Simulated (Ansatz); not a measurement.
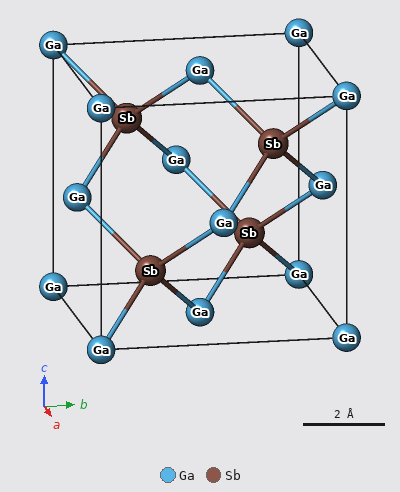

The structure as given in the input (ball-and-stick view of the cell 4 times as large as that of the calculation, set on its symmetry axes, seen slightly off an axis). An atom can appear more than once, as a periodic image. Near neighbours in the periodic cell (some may lie outside the picture): Ga has 4 Sb at 2.69 Å; Sb has 4 Ga at 2.69 Å.

**Run report: GaSb, geometry relaxation (part 1 of 2)**

The run: geometry relaxation of GaSb (2 atoms in the cell). Method and program: DFT, PBEsol, PAW with Ansatz's default frozen-core files, scalar-relativistic, no spin polarisation (Ansatz 0.2.0).

The structure was built on a prototype by a generator; it need not be a known phase. It belongs to a series of runs on one base structure; here: cell relaxed at zero pressure.

Input:
```yaml
crystal:
  lattice:
    - [0.0, 3.107232506, 3.107232506]
    - [3.107232506, 0.0, 3.107232506]
    - [3.107232506, 3.107232506, 0.0]
  atoms:
    - { symbol: Ga, position: [0.0, 0.0, 0.0] }
    - { symbol: Sb, position: [0.25, 0.25, 0.25] }
kpoints:
  mp_grid: { grid: [11, 11, 11] }
scf:
  occupations: { method: fermi_dirac, width: 0.05 }
hamiltonian:
  xc: pbesol
  pseudopotentials: { kind: paw }
output:
  forces: true
  stress: true
  write_density: true
  write_potential: true
  elf: true
  volumetric_format: npy
relax:
  f_tol: 0.005
  max_steps: 40
  cell: {}
```

Hardware: 1 thread of Arm Neoverse V1, 112 GiB of memory available, shared host.

Launch command:
```bash
ansatz run input.yaml --threads 1 --pin off --max-ram 2048MiB --backend cpu --events-out ev --progress --plain --runs-dir out
```

What the program printed:
```
Engine: ansatz 0.2.0, aarch64-unknown-linux-gnu
Pseudopotentials: kind: paw
Pseudopotential: Ga, paw, valence charge 13, recommended cutoff 420 eV (normal), Ga.paw.azcp
Pseudopotential: Sb, paw, valence charge 15, recommended cutoff 420 eV (normal), Sb.paw.azcp
Functional definition: PBEsol
  exchange = pbesol_x
  correlation = pbesol_c
Crystal: 2 atoms, lattice volume = 60.000 Å³
Basis set: ecut = 420 eV, 1211 PW (Γ), exchange–correlation on 60×60×60 points (8 copies of the dense FFT grid, shifted against one another)
Bands: 18, of which v1, the nominal top of the filled ones, is band 14 counted from 1 (13 counted from 0)
Symmetry: 24 space group operations
Space group: F-43m (ITA 216), of the structure as read, at distance tolerance 3.9e-5 Å
k-points: 56 of 1331 (time reversal used)
Non-local potential: Ga, projectors of the file, l = 0: 2, l = 1: 2, l = 2: 3, l = 3: 1
Non-local potential: Sb, projectors of the file, l = 0: 2, l = 1: 2, l = 2: 2, l = 3: 2
PAW form: soft (Blöchl's): semilocal exchange-correlation on the pseudo side does not see the compensation charge
PAW frozen core: Ga, regenerated for the run's functional, and the local potential with it (the file was generated under x = pbe(κ = 0.804, μ = 0.2195149727645171), c = pbe(β = 0.06672455060314922))
PAW frozen core: Sb, regenerated for the run's functional, and the local potential with it (the file was generated under x = pbe(κ = 0.804, μ = 0.2195149727645171), c = pbe(β = 0.06672455060314922))
PAW one-centre angular grid: Ga, 590 points (default); XC on 64 Gauss nodes
PAW one-centre angular grid: Sb, 590 points (default); XC on 64 Gauss nodes
Initial density: superposition of atomic densities (neutral atoms: chi_scale 0, normalization atom), corrected by the library's trained network
Initial wavefunctions: pseudopotential atomic-orbital guess
Functional: x = pbesol(κ = 0.804, μ = 0.12345679012345678), c = pbesol(β = 0.046)
SCF iter   1: F=—  HF=-10151.514892 eV  |F-HF|=—  |Δ(HF+E_count)|=         —  Δρ=2.71e-3  dr2=5.86e-3  ethr=1.77e-3  ⟨swp⟩=6.1  Hψ=5096  notcnv=0
preconditioner: auto → none  [insulator: Δε(μ)=0.258 eV  Ē_g=14.308 eV  σ=0.050 eV  W_gap=0.76  n_scr=14 (ndim 8)  ℏωp=20.3 eV  f_vac=0.105  D(μ)=0.04/eV (n_scr^D=0)  ε∞_Penn≈3.0]
SCF iter   2: F=—  HF=-10151.511722 eV  |F-HF|=—  |Δ(HF+E_count)|=   3.17e-3  Δρ=9.89e-4  dr2=5.43e-4  ethr=2.09e-5  ⟨swp⟩=2.2  Hψ=2166  notcnv=0
SCF iter   3: F=—  HF=-10151.511898 eV  |F-HF|=—  |Δ(HF+E_count)|=   1.76e-4  Δρ=2.90e-4  dr2=4.70e-5  ethr=1.94e-6  ⟨swp⟩=2.4  Hψ=1601  notcnv=0
SCF iter   4: F=—  HF=-10151.511918 eV  |F-HF|=—  |Δ(HF+E_count)|=   2.02e-5  Δρ=1.73e-4  dr2=1.31e-5  ethr=1.68e-7  ⟨swp⟩=2.0  Hψ=1513  notcnv=0
SCF iter   5: F=—  HF=-10151.511914 eV  |F-HF|=—  |Δ(HF+E_count)|=   3.94e-6  Δρ=3.05e-5  dr2=3.84e-7  ethr=4.68e-8  ⟨swp⟩=2.0  Hψ=1513  notcnv=0
SCF iter   6: F=-10151.511915 eV  HF=-10151.511915 eV  |F-HF|=1.65e-8  |Δ(HF+E_count)|=   3.69e-7  Δρ=5.75e-6  dr2=1.81e-8  ethr=3.57e-10  ⟨swp⟩=9.0  Hψ=6093  notcnv=0
SCF 1 converged in 6 iterations: F = -10151.511915 eV  dr2 = 1.81e-8
  greatest PAW one-centre occupation: 0.996 electrons in one spin orbital (limit 2), on the Sb atom at site 1 (counted from 0), in its partial waves of l = 2
relax step   1: F+E_penalty+E_count = -10151.51191486 eV  Δ(F+E_penalty+E_count) = +0.000e0 eV  max|allowed force component| = 1.850e-16 eV/Å  Δτ_max = 0.0000 Å  P = -2.301 GPa  Ω = 60.000 Å³  (6 SCF iters, dr2 threshold 1.00e-7 eV, accepted)
Crystal: 2 atoms, lattice volume = 55.958 Å³
Basis set: ecut = 420 eV, 1067 PW (Γ), exchange–correlation on 60×60×60 points (8 copies of the dense FFT grid, shifted against one another)
Initial density: handed on by an earlier stage of this run
Initial wavefunctions: those handed on with the density
iter 1 solved again at ethr=1.22e-5 eV; its pass at ethr=3.10e-3 eV (dr2=3.42e-3 eV) is discarded
SCF iter   1: F=—  HF=-10151.531583 eV  |F-HF|=—  |Δ(HF+E_count)|=         —  Δρ=2.27e-3  dr2=3.48e-3  ethr=1.22e-5  ⟨swp⟩=2.4  Hψ=6743  notcnv=0
preconditioner: auto → none  [insulator: Δε(μ)=0.135 eV  Ē_g=14.638 eV  σ=0.050 eV  W_gap=0.51  n_scr=14 (ndim 8)  ℏωp=21.1 eV  f_vac=0.052  D(μ)=0.02/eV (n_scr^D=0)  ε∞_Penn≈3.1]
SCF iter   2: F=—  HF=-10151.531287 eV  |F-HF|=—  |Δ(HF+E_count)|=   2.95e-4  Δρ=1.05e-3  dr2=6.25e-4  ethr=1.22e-5  ⟨swp⟩=1.0  Hψ=1008  notcnv=0
SCF iter   3: F=—  HF=-10151.531374 eV  |F-HF|=—  |Δ(HF+E_count)|=   8.67e-5  Δρ=2.42e-4  dr2=3.62e-5  ethr=2.23e-6  ⟨swp⟩=2.9  Hψ=1501  notcnv=0
SCF iter   4: F=—  HF=-10151.531356 eV  |F-HF|=—  |Δ(HF+E_count)|=   1.77e-5  Δρ=8.92e-5  dr2=3.37e-6  ethr=1.29e-7  ⟨swp⟩=2.0  Hψ=1513  notcnv=0
SCF iter   5: F=—  HF=-10151.531357 eV  |F-HF|=—  |Δ(HF+E_count)|=   4.73e-7  Δρ=2.54e-5  dr2=2.26e-7  ethr=1.21e-8  ⟨swp⟩=2.0  Hψ=1513  notcnv=0
SCF iter   6: F=-10151.531357 eV  HF=-10151.531357 eV  |F-HF|=1.27e-9  |Δ(HF+E_count)|=   1.41e-7  Δρ=3.43e-6  dr2=1.01e-8  ethr=7.14e-10  ⟨swp⟩=8.8  Hψ=6230  notcnv=0
SCF 2 converged in 6 iterations: F = -10151.531357 eV  dr2 = 1.01e-8
relax step   2: F+E_penalty+E_count = -10151.53135681 eV  Δ(F+E_penalty+E_count) = -1.944e-2 eV  max|allowed force component| = 5.378e-17 eV/Å  Δτ_max = 0.0000 Å  P = +1.043 GPa  Ω = 55.958 Å³  energy of the carried Pulay correction = +7.965e-4 eV  (6 SCF iters, dr2 threshold 2.00e-7 eV, accepted)
Crystal: 2 atoms, lattice volume = 57.159 Å³
Basis set: ecut = 420 eV, 1139 PW (Γ), exchange–correlation on 60×60×60 points (8 copies of the dense FFT grid, shifted against one another)
iter 1 solved again at ethr=1.22e-6 eV; its pass at ethr=3.10e-3 eV (dr2=3.40e-4 eV) is discarded
SCF iter   1: F=—  HF=-10151.534607 eV  |F-HF|=—  |Δ(HF+E_count)|=         —  Δρ=7.11e-4  dr2=3.46e-4  ethr=1.22e-6  ⟨swp⟩=2.3  Hψ=6489  notcnv=0
preconditioner: auto → none  [insulator: Δε(μ)=0.367 eV  Ē_g=14.529 eV  σ=0.050 eV  W_gap=0.82  n_scr=14 (ndim 8)  ℏωp=20.8 eV  f_vac=0.082  D(μ)=0.03/eV (n_scr^D=0)  ε∞_Penn≈3.1]
SCF iter   2: F=—  HF=-10151.534590 eV  |F-HF|=—  |Δ(HF+E_count)|=   1.65e-5  Δρ=3.31e-4  dr2=6.51e-5  ethr=1.22e-6  ⟨swp⟩=1.0  Hψ=1008  notcnv=0
SCF iter   3: F=—  HF=-10151.534599 eV  |F-HF|=—  |Δ(HF+E_count)|=   8.12e-6  Δρ=6.70e-5  dr2=3.31e-6  ethr=2.32e-7  ⟨swp⟩=2.0  Hψ=1233  notcnv=0
SCF iter   4: F=—  HF=-10151.534597 eV  |F-HF|=—  |Δ(HF+E_count)|=   1.11e-6  Δρ=2.61e-5  dr2=3.01e-7  ethr=1.18e-8  ⟨swp⟩=2.8  Hψ=1758  notcnv=0
SCF iter   5: F=-10151.534598 eV  HF=-10151.534598 eV  |F-HF|=4.55e-9  |Δ(HF+E_count)|=   7.91e-8  Δρ=6.71e-6  dr2=1.89e-8  ethr=7.14e-10  ⟨swp⟩=8.8  Hψ=6331  notcnv=0
SCF 3 converged in 5 iterations: F = -10151.534598 eV  dr2 = 1.89e-8
relax step   3: F+E_penalty+E_count = -10151.53459756 eV  Δ(F+E_penalty+E_count) = -3.241e-3 eV  max|allowed force component| = 4.626e-17 eV/Å  Δτ_max = 0.0000 Å  P = -0.091 GPa  Ω = 57.159 Å³  energy of the carried Pulay correction = +5.542e-4 eV  (5 SCF iters, dr2 threshold 2.00e-7 eV, accepted)
Crystal: 2 atoms, lattice volume = 57.061 Å³
iter 1 solved again at ethr=9.43e-9 eV; its pass at ethr=3.10e-3 eV (dr2=2.64e-6 eV) is discarded
SCF iter   1: F=—  HF=-10151.534647 eV  |F-HF|=—  |Δ(HF+E_count)|=         —  Δρ=5.56e-5  dr2=2.04e-6  ethr=9.43e-9  ⟨swp⟩=3.5  Hψ=6266  notcnv=0
preconditioner: auto → none  [insulator: Δε(μ)=0.368 eV  Ē_g=14.540 eV  σ=0.050 eV  W_gap=0.81  n_scr=14 (ndim 8)  ℏωp=20.9 eV  f_vac=0.075  D(μ)=0.03/eV (n_scr^D=0)  ε∞_Penn≈3.1]
SCF iter   2: F=—  HF=-10151.534646 eV  |F-HF|=—  |Δ(HF+E_count)|=   1.03e-6  Δρ=2.48e-5  dr2=3.59e-7  ethr=7.30e-9  ⟨swp⟩=1.0  Hψ=1008  notcnv=0
SCF iter   3: F=-10151.534646 eV  HF=-10151.534646 eV  |F-HF|=8.98e-9  |Δ(HF+E_count)|=   2.88e-8  Δρ=3.93e-6  dr2=1.21e-8  ethr=7.33e-11  ⟨swp⟩=6.9  Hψ=6224  notcnv=0
SCF 4 converged in 3 iterations: F = -10151.534646 eV  dr2 = 1.21e-8
relax step   4: F+E_penalty+E_count = -10151.53464571 eV  Δ(F+E_penalty+E_count) = -4.815e-5 eV  max|allowed force component| = 4.626e-17 eV/Å  Δτ_max = 0.0000 Å  P = -0.003 GPa  Ω = 57.061 Å³  energy of the carried Pulay correction = +5.737e-4 eV  (3 SCF iters, dr2 threshold 2.05e-8 eV, accepted)
Initial wavefunctions: pseudopotential atomic-orbital guess (no wavefunctions were taken with the density)
iter 1 solved again at ethr=5.49e-7 eV; its pass at ethr=3.10e-3 eV (dr2=1.54e-4 eV) is discarded
SCF iter   1: F=—  HF=-10151.534030 eV  |F-HF|=—  |Δ(HF+E_count)|=         —  Δρ=5.02e-5  dr2=3.33e-7  ethr=5.49e-7  ⟨swp⟩=3.0  Hψ=7421  notcnv=0
preconditioner: auto → none  [insulator: Δε(μ)=0.368 eV  Ē_g=14.540 eV  σ=0.050 eV  W_gap=0.81  n_scr=14 (ndim 8)  ℏωp=20.9 eV  f_vac=0.077  D(μ)=0.03/eV (n_scr^D=0)  ε∞_Penn≈3.1]
SCF iter   2: F=—  HF=-10151.534030 eV  |F-HF|=—  |Δ(HF+E_count)|=   4.79e-7  Δρ=3.75e-5  dr2=3.01e-7  ethr=1.19e-9  ⟨swp⟩=2.2  Hψ=1747  notcnv=0
SCF iter   3: F=—  HF=-10151.534030 eV  |F-HF|=—  |Δ(HF+E_count)|=   9.77e-8  Δρ=7.59e-6  dr2=3.21e-8  ethr=1.08e-9  ⟨swp⟩=2.0  Hψ=1513  notcnv=0
SCF iter   4: F=—  HF=-10151.534030 eV  |F-HF|=—  |Δ(HF+E_count)|=   3.30e-8  Δρ=1.58e-6  dr2=9.54e-10  ethr=1.15e-10  ⟨swp⟩=2.0  Hψ=1513  notcnv=0
SCF iter   5: F=—  HF=-10151.534030 eV  |F-HF|=—  |Δ(HF+E_count)|=  7.64e-11  Δρ=5.60e-7  dr2=7.15e-11  ethr=3.41e-12  ⟨swp⟩=2.0  Hψ=1677  notcnv=0
SCF iter   6: F=-10151.534030 eV  HF=-10151.534030 eV  |F-HF|=3.64e-12  |Δ(HF+E_count)|=  3.64e-11  Δρ=5.73e-8  dr2=9.38e-13  ethr=1.00e-12  ⟨swp⟩=6.0  Hψ=4265  notcnv=0
SCF 5 converged in 6 iterations: F = -10151.534030 eV  dr2 = 9.38e-13
relax step   5: F+E_penalty+E_count = -10151.53403005 eV  Δ(F+E_penalty+E_count) = +6.157e-4 eV  max|allowed force component| = 2.139e-17 eV/Å  Δτ_max = 0.0000 Å  P = +0.001 GPa  Ω = 57.061 Å³  stress off target by 6.79e-4 GPa  SCF on the basis re-selected at this cell (its energy is not comparable with the rows above)  (6 SCF iters)
```

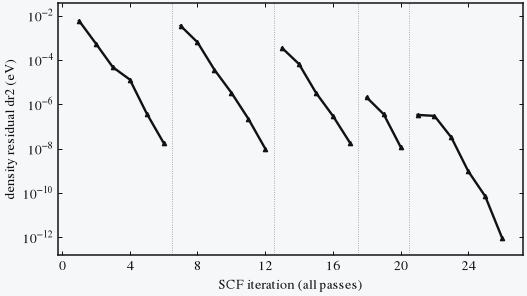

Convergence of the self-consistent field: density residual dr2 against the SCF iteration. The dotted lines part the SCF passes of the relaxation: geometry steps, rejected trials and re-solves on a re-selected basis. The 5 passes take 3 to 6 iterations each, 26 in all.

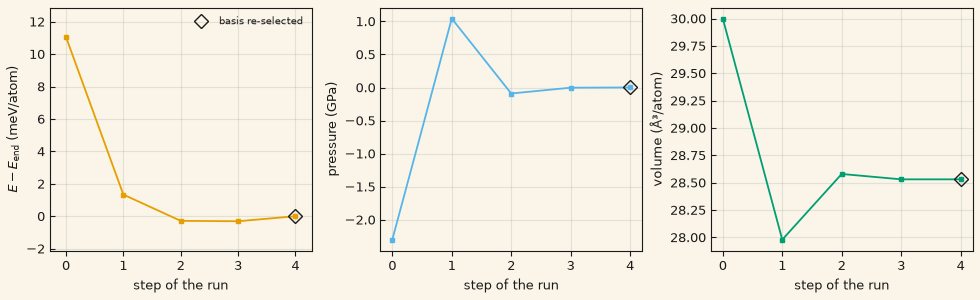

Progress of the relaxation, step by step (the first geometry is step 0 here and step 1 in the log).

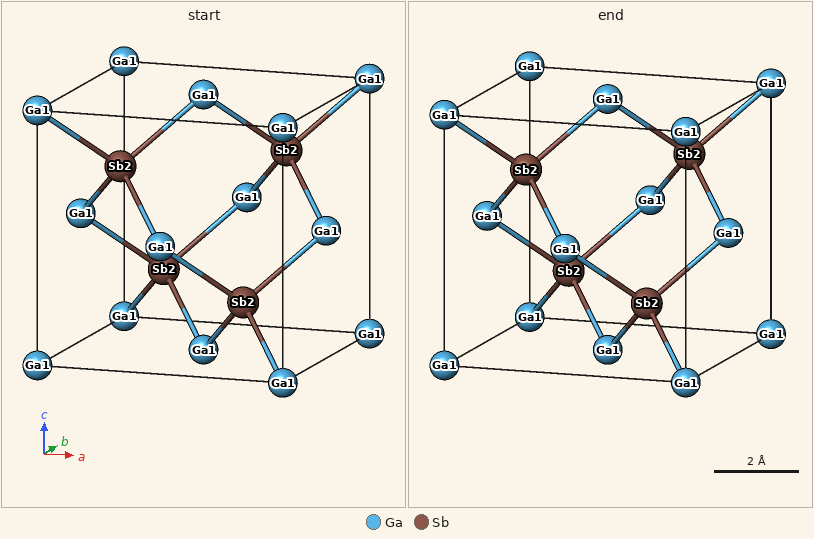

Before (left) and after (right) the relaxation, at one scale (ball-and-stick view of the cell 4 times as large as that of the calculation, set on its symmetry axes, seen slightly off an axis). No atom moves by more than 0.005 Å relative to the cell. The volume changes by −4.9 %, with a = b = c 6.214 → 6.111 Å (−1.7 %). Distances before and after: Ga1–Sb2 2.691 → 2.646 Å. The space group stays F-43m (No. 216). The energy falls by 11.4 meV per atom in 3 geometry steps. All forces vanish by symmetry, so only the cell relaxes. The pressure goes from −2.30 to 0.00 GPa. A last SCF at the same geometry on a re-selected plane-wave basis shifts the energy by +0.3 meV per atom. (Atoms are counted from 1 in the order of the input.)
